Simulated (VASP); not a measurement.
# Run report: GaN, band-structure calculation

System: GaN (P6₃mc, 4 atoms in the cell).
Method: DFT, PBE, plane waves, PAW (VASP 6.6.1).

The structure derives from an entry of the Crystallography Open Database. The geometry comes from this level: r2SCAN (a point of a series of strains). It belongs to a series of runs on one base structure; here: epitaxial_xy strain +5.9%.

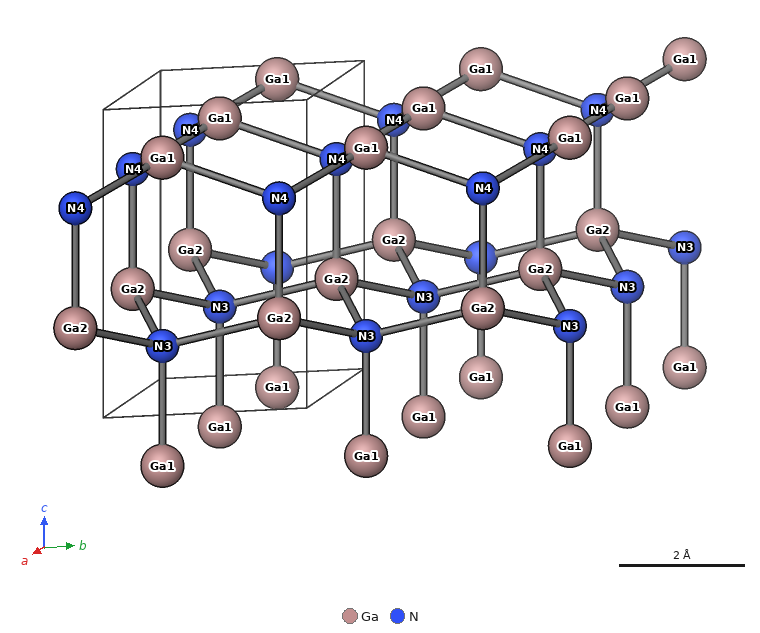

*The structure (ball-and-stick view of the cell of the calculation, repeated 3 × 3 × 1, seen slightly off an axis; atoms are numbered from 1 in the order of the input).*

Results in brief:

| quantity | value |
| --- | --- |
| outcome | converged |
| space group (tolerance 0.01 Å) | P6₃mc (186) |
| electrons treated | 36 |
| free energy | −24.0791 eV |
| Fermi energy | 5.011 eV |
| band gap | 1.18 eV |
| pressure | −7.70 GPa |
| largest force (length of the vector) | 0.051 eV/Å |
| hardware | 1 CPU thread, shared host |
| wall time | 2.5 min |
| peak memory | 0.27 GiB |

INCAR:
```
ENCUT = 520.000000
SIGMA = 0.020000
EDIFF = 1.00e-07
GGA = PE
PREC = Accurate
IBRION = -1
ISIF = 2
ISMEAR = -1
NBANDS = 26
NELM = 120
NSW = 0
LASPH = .TRUE.
LCHARG = .FALSE.
LWAVE = .FALSE.
LREAL = .FALSE.
```

KPOINTS:
```
KPOINTS created by Atomic Simulation Environment
0
Gamma
12 12 6
0 0 0
```

KPOINTS_OPT:
```
special points
6
Reciprocal
0.0000000000 0.0000000000 0.0000000000 1
0.5000000000 0.0000000000 0.0000000000 1
0.3333333333 0.3333333333 0.0000000000 1
0.0000000000 0.0000000000 0.5000000000 1
0.5000000000 0.0000000000 0.5000000000 1
0.3333333333 0.3333333333 0.5000000000 1
```

POSCAR:
```
Ga N
 1.0000000000000000
     3.3712737214827349    0.0000000000288674    0.0000000000000000
    -1.6856368607663674    2.9196086859005188    0.0000000000000000
     0.0000000000000000    0.0000000000000000    5.0401628547000001
 Ga  N
   2   2
Cartesian
 -0.0000000000166664  1.9464057906099683 -0.0354386205149122
  1.6856368607330345  0.9732028953194178  2.4846428068350881
 -0.0000000000166664  1.9464057906099683  1.9254996910274125
  1.6856368607330345  0.9732028953194178  4.4455811183774134
```

Run as:
```bash
mpirun -np 1 vasp_std
```

OSZICAR:
```
N       E                     dE             d eps       ncg     rms          rms(c)
DAV:   1     0.280447754396E+03    0.28045E+03   -0.17577E+04  4242   0.250E+03
DAV:   2     0.939445269563E+01   -0.27105E+03   -0.25674E+03  4296   0.485E+02
DAV:   3    -0.265497130397E+02   -0.35944E+02   -0.35321E+02  4730   0.142E+02
DAV:   4    -0.278639307012E+02   -0.13142E+01   -0.13069E+01  4696   0.291E+01
DAV:   5    -0.278934153177E+02   -0.29485E-01   -0.29451E-01  4822   0.418E+00    0.106E+01
DAV:   6    -0.240264482593E+02    0.38670E+01   -0.10013E+01  6536   0.464E+01    0.313E+00
DAV:   7    -0.240991625545E+02   -0.72714E-01   -0.12491E+00  4232   0.910E+00    0.262E+00
DAV:   8    -0.240942294738E+02    0.49331E-02   -0.18312E-01  6370   0.442E+00    0.984E-01
DAV:   9    -0.240785823225E+02    0.15647E-01   -0.42454E-02  6036   0.328E+00    0.424E-01
DAV:  10    -0.240791507058E+02   -0.56838E-03   -0.81112E-03  4148   0.514E-01    0.125E-01
DAV:  11    -0.240791552831E+02   -0.45773E-05   -0.21650E-04  6098   0.289E-01    0.695E-02
DAV:  12    -0.240791503587E+02    0.49244E-05   -0.41480E-05  4266   0.487E-02    0.575E-02
DAV:  13    -0.240791480959E+02    0.22629E-05   -0.71527E-06  4652   0.236E-02    0.172E-02
DAV:  14    -0.240791468403E+02    0.12556E-05   -0.28129E-05  6050   0.705E-02    0.188E-02
DAV:  15    -0.240791469714E+02   -0.13115E-06   -0.36917E-06  4536   0.152E-02    0.740E-03
DAV:  16    -0.240791473253E+02   -0.35390E-06   -0.75752E-07  4580   0.586E-03    0.532E-03
DAV:  17    -0.240791471703E+02    0.15501E-06   -0.65018E-08  2138   0.246E-03    0.103E-03
DAV:  18    -0.240791471428E+02    0.27462E-07   -0.23401E-08  2104   0.116E-03
   1 F= -.24079147E+02 E0= -.24079147E+02  d E =-.211622E-10
       N       E                     dE             ncg
DAV:   1     0.502529733504E+04   -0.51317E+04      330
DAV:   2     0.340967258954E+04   -0.16156E+04      344
DAV:   3     0.320336966163E+04   -0.20630E+03      406
DAV:   4     0.319680399498E+04   -0.65657E+01      338
DAV:   5     0.319665865166E+04   -0.14534E+00      408
DAV:   6     0.319665380195E+04   -0.48497E-02      402
DAV:   7     0.319665367235E+04   -0.12960E-03      412
DAV:   8     0.319665367099E+04   -0.13601E-05      384
DAV:   9     0.319665367093E+04   -0.61648E-07      308
```

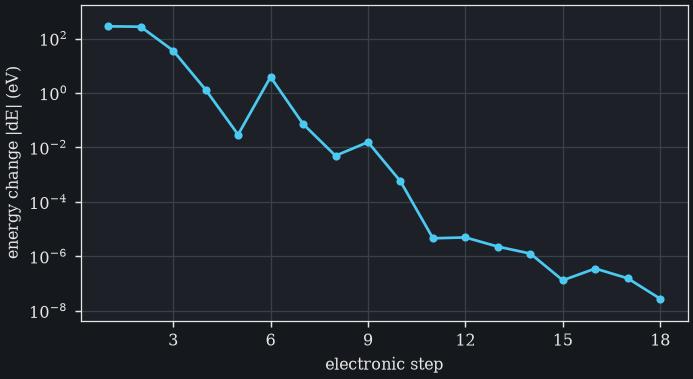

*Convergence of the self-consistent field: energy change |dE| against the electronic step.*

It takes 18 electronic steps. The density is held fixed in the first few steps, and dE rises again when its update begins.

Parts of OUTCAR:
```
k-points           NKPTS =     76   k-points in BZ     NKDIM =     76   number of bands    NBANDS=     26

   NELECT =      36.0000    total number of electrons

   dimension x,y,z NGX =    28 NGY =   28 NGZ =   40
   dimension x,y,z NGXF=    56 NGYF=   56 NGZF=   80

  energy-cutoff  :      520.00
  volume of cell :       49.61
      direct lattice vectors                 reciprocal lattice vectors
     3.371273721  0.000000000  0.000000000     0.296623793  0.171255827  0.000000000
    -1.685636861  2.919608686  0.000000000    -0.000000000  0.342511654  0.000000000
     0.000000000  0.000000000  5.040162855     0.000000000  0.000000000  0.198406287

 k-points in reciprocal lattice and weights: KPOINTS created by Atomic Simulation Env
   0.00000000  0.00000000  0.00000000       0.001
   0.08333333  0.00000000  0.00000000       0.007
   0.16666667  0.00000000  0.00000000       0.007
   0.25000000  0.00000000  0.00000000       0.007
   0.33333333  0.00000000  0.00000000       0.007
   0.41666667 -0.00000000  0.00000000       0.007
   0.50000000  0.00000000  0.00000000       0.003
   0.08333333  0.08333333  0.00000000       0.007
   0.16666667  0.08333333  0.00000000       0.014
   0.25000000  0.08333333  0.00000000       0.014
   0.33333333  0.08333333  0.00000000       0.014
   0.41666667  0.08333333  0.00000000       0.014
   0.16666667  0.16666667  0.00000000       0.007
   0.25000000  0.16666667  0.00000000       0.014
   0.33333333  0.16666667  0.00000000       0.014
   0.41666667  0.16666667  0.00000000       0.007
   0.25000000  0.25000000  0.00000000       0.007
   0.33333333  0.25000000  0.00000000       0.014
   0.33333333  0.33333333  0.00000000       0.002
   0.00000000  0.00000000  0.16666667       0.002
   0.08333333  0.00000000  0.16666667       0.014
   0.16666667  0.00000000  0.16666667       0.014
   0.25000000  0.00000000  0.16666667       0.014
   0.33333333  0.00000000  0.16666667       0.014
   0.41666667 -0.00000000  0.16666667       0.014
   0.50000000  0.00000000  0.16666667       0.007
   0.08333333  0.08333333  0.16666667       0.014
   0.16666667  0.08333333  0.16666667       0.028
   0.25000000  0.08333333  0.16666667       0.028
   0.33333333  0.08333333  0.16666667       0.028
   0.41666667  0.08333333  0.16666667       0.028
   0.16666667  0.16666667  0.16666667       0.014
   0.25000000  0.16666667  0.16666667       0.028
   0.33333333  0.16666667  0.16666667       0.028
   0.41666667  0.16666667  0.16666667       0.014
   0.25000000  0.25000000  0.16666667       0.014
   0.33333333  0.25000000  0.16666667       0.028
   0.33333333  0.33333333  0.16666667       0.005
   0.00000000  0.00000000  0.33333333       0.002
   0.08333333  0.00000000  0.33333333       0.014
   0.16666667  0.00000000  0.33333333       0.014
   0.25000000  0.00000000  0.33333333       0.014
   0.33333333  0.00000000  0.33333333       0.014
   0.41666667 -0.00000000  0.33333333       0.014
   0.50000000  0.00000000  0.33333333       0.007
   0.08333333  0.08333333  0.33333333       0.014
   0.16666667  0.08333333  0.33333333       0.028
   0.25000000  0.08333333  0.33333333       0.028
   0.33333333  0.08333333  0.33333333       0.028
   0.41666667  0.08333333  0.33333333       0.028
   0.16666667  0.16666667  0.33333333       0.014
   0.25000000  0.16666667  0.33333333       0.028
   0.33333333  0.16666667  0.33333333       0.028
   0.41666667  0.16666667  0.33333333       0.014
   0.25000000  0.25000000  0.33333333       0.014
   0.33333333  0.25000000  0.33333333       0.028
   0.33333333  0.33333333  0.33333333       0.005
   0.00000000  0.00000000  0.50000000       0.001
   0.08333333  0.00000000  0.50000000       0.007
   0.16666667  0.00000000  0.50000000       0.007
   0.25000000  0.00000000  0.50000000       0.007
   0.33333333  0.00000000  0.50000000       0.007
   0.41666667 -0.00000000  0.50000000       0.007
   0.50000000  0.00000000  0.50000000       0.003
   0.08333333  0.08333333  0.50000000       0.007
   0.16666667  0.08333333  0.50000000       0.014
   0.25000000  0.08333333  0.50000000       0.014
   0.33333333  0.08333333  0.50000000       0.014
   0.41666667  0.08333333  0.50000000       0.014
   0.16666667  0.16666667  0.50000000       0.007
   0.25000000  0.16666667  0.50000000       0.014
   0.33333333  0.16666667  0.50000000       0.014
   0.41666667  0.16666667  0.50000000       0.007
   0.25000000  0.25000000  0.50000000       0.007
   0.33333333  0.25000000  0.50000000       0.014
   0.33333333  0.33333333  0.50000000       0.002

 E-fermi :   5.0113

 k-point     1 :       0.0000    0.0000    0.0000
  band No.  band energies     occupation
      1     -10.8453      2.00000
      2     -10.1972      2.00000
      3      -8.9305      2.00000
      4      -8.9305      2.00000
      5      -8.9255      2.00000
      6      -8.8760      2.00000
      7      -8.8760      2.00000
      8      -8.7633      2.00000
      9      -8.7633      2.00000
     10      -8.6621      2.00000
     11      -8.6621      2.00000
     12      -7.0445      2.00000
     13      -1.7615      2.00000
     14       3.1832      2.00000
     15       3.1832      2.00000
     16       4.3668      2.00000
     17       4.3668      2.00000
     18       4.6580      2.00000
     19       5.8360      0.00000
     20       7.3368      0.00000
     21      13.2312      0.00000
     22      13.2312      0.00000
     23      13.8224      0.00000
     24      15.1430      0.00000
     25      15.1430      0.00000
     26      16.1411      0.00000

 k-point     2 :       0.0833    0.0000    0.0000
  band No.  band energies     occupation
      1     -10.7934      2.00000
      2     -10.1880      2.00000
      3      -8.9242      2.00000
      4      -8.9205      2.00000
      5      -8.9062      2.00000
      6      -8.8700      2.00000
      7      -8.8667      2.00000
      8      -8.7665      2.00000
      9      -8.7635      2.00000
     10      -8.6693      2.00000
     11      -8.6604      2.00000
     12      -7.0110      2.00000
     13      -1.6790      2.00000
     14       2.6987      2.00000
     15       3.0526      2.00000
     16       3.7120      2.00000
     17       4.3220      2.00000
     18       4.5800      2.00000
     19       6.4842      0.00000
     20       7.7759      0.00000
     21      12.7655      0.00000
     22      13.4212      0.00000
     23      13.6834      0.00000
     24      14.8810      0.00000
     25      15.2994      0.00000
     26      16.0735      0.00000

 k-point     3 :       0.1667    0.0000    0.0000
  band No.  band energies     occupation
      1     -10.6556      2.00000
      2     -10.1655      2.00000
      3      -8.9095      2.00000
      4      -8.9030      2.00000
      5      -8.8623      2.00000
      6      -8.8412      2.00000
      7      -8.8180      2.00000
      8      -8.7710      2.00000
      9      -8.7607      2.00000
     10      -8.6856      2.00000
     11      -8.6560      2.00000
     12      -6.9211      2.00000
     13      -1.4457      2.00000
     14       1.6635      2.00000
     15       2.6832      2.00000
     16       2.7287      2.00000
     17       4.1861      2.00000
     18       4.3384      2.00000
     19       7.4761      0.00000
     20       8.6118      0.00000
     21      11.9898      0.00000
     22      13.2309      0.00000
     23      13.9001      0.00000
     24      14.4460      0.00000
     25      15.6855      0.00000
     26      15.7773      0.00000

 k-point     4 :       0.2500    0.0000    0.0000
  band No.  band energies     occupation
      1     -10.4826      2.00000
      2     -10.1409      2.00000
      3      -8.8962      2.00000
      4      -8.8877      2.00000
      5      -8.8354      2.00000
      6      -8.8069      2.00000
      7      -8.7891      2.00000
      8      -8.7475      2.00000
      9      -8.7158      2.00000
     10      -8.6509      2.00000
     11      -8.6079      2.00000
     12      -6.8099      2.00000
     13      -1.1295      2.00000
     14       0.6132      2.00000
     15       1.6726      2.00000
     16       2.3398      2.00000
     17       3.9370      2.00000
     18       3.9866      2.00000
     19       8.3503      0.00000
     20       9.1188      0.00000
     21      11.6267      0.00000
     22      12.5595      0.00000
     23      14.3162      0.00000
     24      14.3857      0.00000
     25      15.4002      0.00000
     26      16.1427      0.00000

 k-point     5 :       0.3333    0.0000    0.0000
  band No.  band energies     occupation
      1     -10.3365      2.00000
      2     -10.1233      2.00000
      3      -8.8910      2.00000
      4      -8.8805      2.00000
      5      -8.8205      2.00000
      6      -8.7805      2.00000
      7      -8.7736      2.00000
      8      -8.7277      2.00000
      9      -8.7235      2.00000
     10      -8.6462      2.00000
     11      -8.2819      2.00000
     12      -6.7485      2.00000
     13      -1.0343      2.00000
     14       0.0406      2.00000
     15       0.8119      2.00000
     16       1.9928      2.00000
     17       3.4081      2.00000
     18       3.7837      2.00000
     19       8.8319      0.00000
     20       9.1985      0.00000
     21      11.4814      0.00000
     22      12.2268      0.00000
     23      14.5755      0.00000
     24      14.5834      0.00000
     25      15.2971      0.00000
     26      16.6735      0.00000

 [... the levels of 70 k-points are left out ...]

 k-point    76 :       0.3333    0.3333    0.5000
  band No.  band energies     occupation
      1     -10.0632      2.00000
      2     -10.0632      2.00000
      3      -8.8604      2.00000
      4      -8.8604      2.00000
      5      -8.8189      2.00000
      6      -8.8189      2.00000
      7      -8.7299      2.00000
      8      -8.7299      2.00000
      9      -8.7210      2.00000
     10      -8.7210      2.00000
     11      -7.0965      2.00000
     12      -7.0965      2.00000
     13      -1.4801      2.00000
     14      -1.4801      2.00000
     15       0.7146      2.00000
     16       0.7146      2.00000
     17       3.5469      2.00000
     18       3.5469      2.00000
     19      10.9283      0.00000
     20      10.9283      0.00000
     21      11.8822      0.00000
     22      11.8822      0.00000
     23      12.2957      0.00000
     24      12.2957      0.00000
     25      17.1718      0.00000
     26      17.1718      0.00000

  Total       -4.4631916     -4.4631916      1.7706688      0.0000000      0.0000000      0.0000000
  in kB     -144.1427758   -144.1427758     57.1853369      0.0000000      0.0000000      0.0000000
  external PRESSURE =     -77.0334049 kB  Pullay stress =       0.0000000 kB

 POSITION                                       TOTAL-FORCE (eV/Angst)
 -----------------------------------------------------------------------------------
     -0.00000      1.94641      5.00472        -0.000000      0.000000     -0.050903
      1.68564      0.97320      2.48464         0.000000     -0.000000     -0.050903
     -0.00000      1.94641      1.92550         0.000000     -0.000000      0.050903
      1.68564      0.97320      4.44558        -0.000000      0.000000      0.050903
 -----------------------------------------------------------------------------------
    total drift:                               -0.000000     -0.000000     -0.000750

  FREE ENERGIE OF THE ION-ELECTRON SYSTEM (eV)
  ---------------------------------------------------
  free  energy   TOTEN  =       -24.0791471428 eV

  energy  without entropy=      -24.0791471428  energy(sigma->0) =      -24.07914714
```

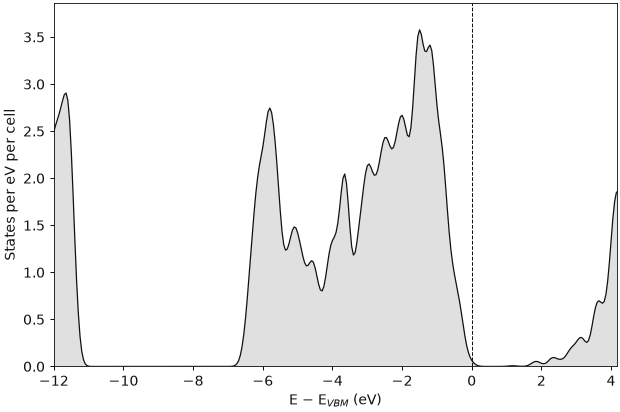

*Density of states (the curve is built from the levels of the k mesh with Gaussians 0.3 eV wide, which also blur the band edges), with energies from the valence-band top.*

There is a gap of 1.18 eV on the k-point mesh. Small ripples come from the finite k-point mesh.
